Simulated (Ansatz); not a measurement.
## Two runs on WS2

System: WS2 (P-6m2, 3 atoms in the cell).
Method of run 1: DFT, PBE, plane waves, PAW, no spin polarisation (Ansatz 0.2.0).

The structure derives from a Materials Project entry. The geometry comes from this level: r2scan-rvv10. Text and figures count atoms from 1; the logs count them from 0 in places.

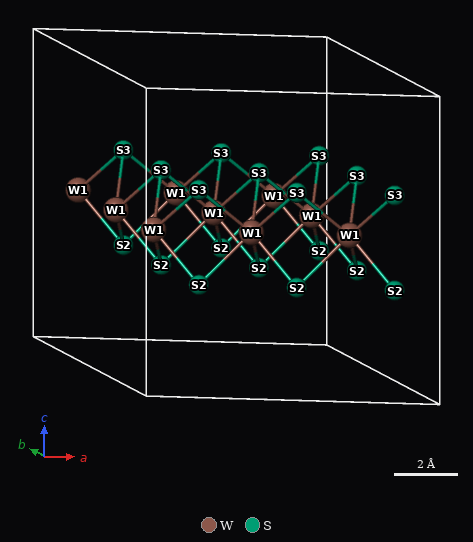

The structure as given in the input (ball-and-stick view of the 3 × 3 repeat of the cell, with the vacuum cut short, seen slightly off an axis; atoms are numbered from 1 in the order of the input). Near neighbours in the crystal (not all of them lie inside the picture): W has 6 S at 2.41 Å; S has 3 W at 2.41 Å.

### The input, run 1
```yaml
crystal:
  lattice:
    - [3.1697138081, 0.0, 0.0]
    - [-1.5848569041, 2.7450526806, 0.0]
    - [0.0, 0.0, 16.9263324119]
  atoms:
    - { symbol: W, position: [0.3333333333, 0.6666666667, 0.0] }
    - { symbol: S, position: [0.6666666667, 0.3333333333, 0.9076849997] }
    - { symbol: S, position: [0.6666666667, 0.3333333333, 0.0923150003] }
kpoints:
  mp_grid: { grid: [12, 12, 2] }
  band_path:
    path:
      - [0.0, 0.0, 0.0]
      - [0.5, 0.0, 0.0]
      - [0.3333333333, 0.3333333333, 0.0]
      - [0.0, 0.0, 0.5]
      - [0.5, 0.0, 0.5]
      - [0.3333333333, 0.3333333333, 0.5]
    npoints: 1
hamiltonian:
  xc: pbe
scf:
  occupations: { method: fixed }
  n_extra_bands: 4
output:
  forces: true
  stress: true
  eigenvalues: true
```

Launched with:
```bash
ansatz run input.yaml --threads 2 --pin off --max-ram 2764MiB --backend cpu --events-out ev --progress --plain --runs-dir out
```

Hardware: 2 threads of Arm Neoverse N1, 98 GiB of memory available, shared host.

### Output, shortened to warnings, some set-up lines, iterations and results (run 1)
```
Basis set: ecut = 420 eV, 2877 PW (Γ), exchange–correlation on 48×48×240 points (8 copies of the dense FFT grid, shifted against one another)
Symmetry: 12 space group operations
k-points: 38 of 288 (time reversal used)
Initial density: superposition of atomic densities (neutral atoms: chi_scale 0, normalization atom), corrected by the library's trained network
[...]
SCF iter   1: F=—  HF=-12191.424337 eV  |F-HF|=—  |Δ(HF+E_count)|=         —  Δρ=3.55e-3  dr2=2.55e-2  ethr=1.77e-3  ⟨swp⟩=6.2  Hψ=3510  notcnv=0  defer=54
SCF iter   2: F=—  HF=-12191.438844 eV  |F-HF|=—  |Δ(HF+E_count)|=   1.45e-2  Δρ=3.98e-3  dr2=7.88e-2  ethr=9.80e-5  ⟨swp⟩=4.1  Hψ=1769  notcnv=0  defer=76
SCF iter   3: F=—  HF=-12191.427512 eV  |F-HF|=—  |Δ(HF+E_count)|=   1.13e-2  Δρ=1.30e-3  dr2=1.51e-3  ethr=9.80e-5  ⟨swp⟩=3.0  Hψ=1058  notcnv=0  defer=76
SCF iter   4: F=—  HF=-12191.429472 eV  |F-HF|=—  |Δ(HF+E_count)|=   1.96e-3  Δρ=2.25e-4  dr2=2.33e-5  ethr=5.80e-6  ⟨swp⟩=2.0  Hψ=1031  notcnv=0  defer=76
SCF iter   5: F=—  HF=-12191.429551 eV  |F-HF|=—  |Δ(HF+E_count)|=   7.93e-5  Δρ=3.16e-5  dr2=1.80e-6  ethr=8.98e-8  ⟨swp⟩=3.2  Hψ=1548  notcnv=0  defer=75
SCF iter   6: F=-12191.429551 eV  HF=-12191.429551 eV  |F-HF|=1.72e-7  |Δ(HF+E_count)|=   5.59e-8  Δρ=9.73e-6  dr2=6.17e-8  ethr=3.85e-10  ⟨swp⟩=10.0  Hψ=5054  notcnv=0
SCF 1 converged in 6 iterations: F = -12191.429551 eV  dr2 = 6.17e-8
NSCF: frozen V_eff on 6 k-points
SCF converged after 6 iterations
Free energy (F): -12191.429551 eV
Harris-Foulkes:  -12191.429551 eV  (|F-HF|=1.72e-7)
Internal energy: -12191.429551 eV  (E = F + TS)
E sigma→0 (E₀):  -12191.429551 eV
Fermi energy:    0.353264 eV
--- Per-component energies (eV) ---
  E_band       = -464.950320
  E_kinetic    = 666.534471
  E_local      = -12460.491534  (includes V_loc(G=0)·N_el)
  E_nonlocal   = 57.311322
  E_hartree    = 5910.926704
  E_xc         = -462.186332
  E_vxc        = -415.043463  (∫ρ·V_xc dr)
  E_paw        = -9763.151973  (= ΣΔE_a)
  E_vpaw       = -135.113758  (= ΣTr[D̂ρ^β])
  E_aug_tail   = -0.000061  (compensation charges beyond the density's cutoff)
  E_ewald      = 3859.627851
  E_smearing   = -0.000000  (= −TS)
  E_closure    = -0.000000  (closes the sum)
  Σ components = -12191.429551   (vs F -12191.429551, Δ=0.00e0)
--- Forces (eV/Å), atoms counted from 1 ---
  atom   1  W     -0.00000000    -0.00000000     0.00000000
  atom   2  S     -0.00000000     0.00000000    -0.29738415
  atom   3  S      0.00000000     0.00000000     0.29738415
  max |Σ_I F_I| component: 1.16e-33 eV/Å
--- Stress (GPa, compression-positive) ---
        0.959706      -0.000000       0.000000
       -0.000000       0.959706       0.000000
        0.000000       0.000000       1.011125
  P = ⅓ Tr σ = 0.9768 GPa (9.768 kbar)
```

Run 2 used a changed input.

### The two runs side by side

| quantity | run 1 | run 2 |
| --- | --- | --- |
| outcome | converged | converged |
| free energy per atom (eV) | −4063.8099 | −4070.5375 |
| gap on the mesh (eV) | 1.85 | 1.97 |
| pressure (GPa) | 0.98 | 0.29 |
| largest force (eV/Å) | 0.297 | 0.009 |
| SCF iterations | 6 | 7 |
| irreducible k-points | 38 | 38 |
| plane waves at Γ | 2877 | 3739 |
| wall time (shared host) | 8.9 s | 22 s |

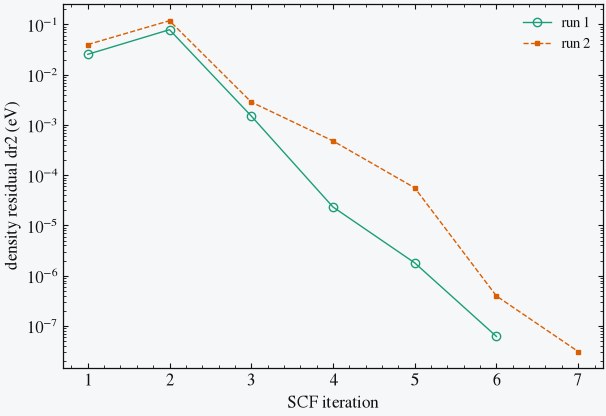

Convergence of the two runs: density residual dr2 against the SCF iteration. Run 1 takes 6 iterations in all, and run 2 takes 7.

Which change of the input explains these differences?

The change (lines with − go, lines with + come):
```diff
-  xc: pbe
+  xc: r2scan
```

The total energies belong to different methods, so their difference says nothing on which is more stable or more accurate. The gap on the mesh goes from 1.85 to 1.97 eV. The pressure goes from 0.98 to 0.29 GPa. The largest force goes from 0.297 to 0.009 eV/Å. The functional changes from PBE to r2SCAN. The SCF takes 7 iterations against 6. The default cutoff goes from 420 to 500 eV with the change. The plane waves at Γ go from 2877 to 3739. On the same kind of shared host run 2 took about 2.5 times as long.

### Output, shortened to warnings, some set-up lines, iterations and results (run 2)
```
Basis set: ecut = 500 eV, 3739 PW (Γ), exchange–correlation on 96×96×500 points (64 copies of the dense FFT grid, shifted against one another)
Symmetry: 12 space group operations
k-points: 38 of 288 (time reversal used)
Initial density: superposition of atomic densities (neutral atoms: chi_scale 0, normalization atom), corrected by the library's trained network
[...]
SCF iter   1: F=—  HF=-12211.539411 eV  |F-HF|=—  |Δ(HF+E_count)|=         —  Δρ=5.08e-3  dr2=3.99e-2  dr2_τ=8.74e-2  ethr=1.77e-3  ⟨swp⟩=6.2  Hψ=3558  notcnv=0  defer=53
SCF iter   2: F=—  HF=-12211.626220 eV  |F-HF|=—  |Δ(HF+E_count)|=   8.68e-2  Δρ=5.21e-3  dr2=1.19e-1  dr2_τ=7.06e-3  ethr=1.53e-4  ⟨swp⟩=4.2  Hψ=1876  notcnv=0  defer=75
SCF iter   3: F=—  HF=-12211.608718 eV  |F-HF|=—  |Δ(HF+E_count)|=   1.75e-2  Δρ=2.09e-3  dr2=2.86e-3  dr2_τ=2.90e-4  ethr=1.53e-4  ⟨swp⟩=3.0  Hψ=1063  notcnv=0  defer=74
SCF iter   4: F=—  HF=-12211.612360 eV  |F-HF|=—  |Δ(HF+E_count)|=   3.64e-3  Δρ=5.30e-4  dr2=4.81e-4  dr2_τ=7.34e-5  ethr=1.10e-5  ⟨swp⟩=3.9  Hψ=1543  notcnv=0  defer=76
SCF iter   5: F=—  HF=-12211.612393 eV  |F-HF|=—  |Δ(HF+E_count)|=   3.32e-5  Δρ=1.39e-4  dr2=5.61e-5  dr2_τ=1.88e-6  ethr=1.85e-6  ⟨swp⟩=2.9  Hψ=1405  notcnv=0  defer=76
SCF iter   6: F=—  HF=-12211.612402 eV  |F-HF|=—  |Δ(HF+E_count)|=   9.53e-6  Δρ=2.32e-5  dr2=3.94e-7  dr2_τ=4.36e-8  ethr=2.16e-7  ⟨swp⟩=2.5  Hψ=938  notcnv=0  defer=74
SCF iter   7: F=-12211.612404 eV  HF=-12211.612404 eV  |F-HF|=5.74e-9  |Δ(HF+E_count)|=   1.93e-6  Δρ=4.49e-6  dr2=3.09e-8  dr2_τ=4.11e-9  ethr=3.85e-10  ⟨swp⟩=11.3  Hψ=4892  …
SCF 1 converged in 7 iterations: F = -12211.612404 eV  dr2 = 3.09e-8
NSCF: frozen V_eff on 6 k-points
SCF converged after 7 iterations
Free energy (F): -12211.612404 eV
Harris-Foulkes:  -12211.612404 eV  (|F-HF|=5.74e-9)
Internal energy: -12211.612404 eV  (E = F + TS)
E sigma→0 (E₀):  -12211.612404 eV
Fermi energy:    0.161366 eV
--- Per-component energies (eV) ---
  E_band       = -486.087725
  E_kinetic    = 666.760359
  E_local      = -12459.541933  (includes V_loc(G=0)·N_el)
  E_nonlocal   = 57.719474
  E_hartree    = 5910.102739
  E_xc         = -433.266194
  E_vxc        = -450.150689  (∫ρ·V_xc dr)
  E_paw        = -9812.207172  (= ΣΔE_a)
  E_vpaw       = -143.596870  (= ΣTr[D̂ρ^β])
  E_aug_tail   = -0.000047  (compensation charges beyond the density's cutoff)
  E_vtau       = 22.509488  (kinetic-family band-sum trace: ∫τ·v_τ [+ j·A + Jᵃ·Aᵃ] dr)
  E_ewald      = 3859.627851
  E_core_change = -0.807482  (= ΣΔE_core)
  E_smearing   = -0.000000  (= −TS)
  E_closure    = 0.000000  (closes the sum)
  Σ components = -12211.612404   (vs F -12211.612404, Δ=0.00e0)
--- Forces (eV/Å), atoms counted from 1 ---
  atom   1  W     -0.00000000    -0.00000000     0.00000000
  atom   2  S      0.00000000     0.00000000    -0.00934133
  atom   3  S     -0.00000000     0.00000000     0.00934133
  max |Σ_I F_I| component: 4.63e-18 eV/Å
--- Stress (GPa, compression-positive) ---
        0.421504      -0.000000       0.000000
       -0.000000       0.421504       0.000000
        0.000000       0.000000       0.031682
  P = ⅓ Tr σ = 0.2916 GPa (2.916 kbar)
```

For both runs: Spin–orbit coupling is left out, which matters for W.
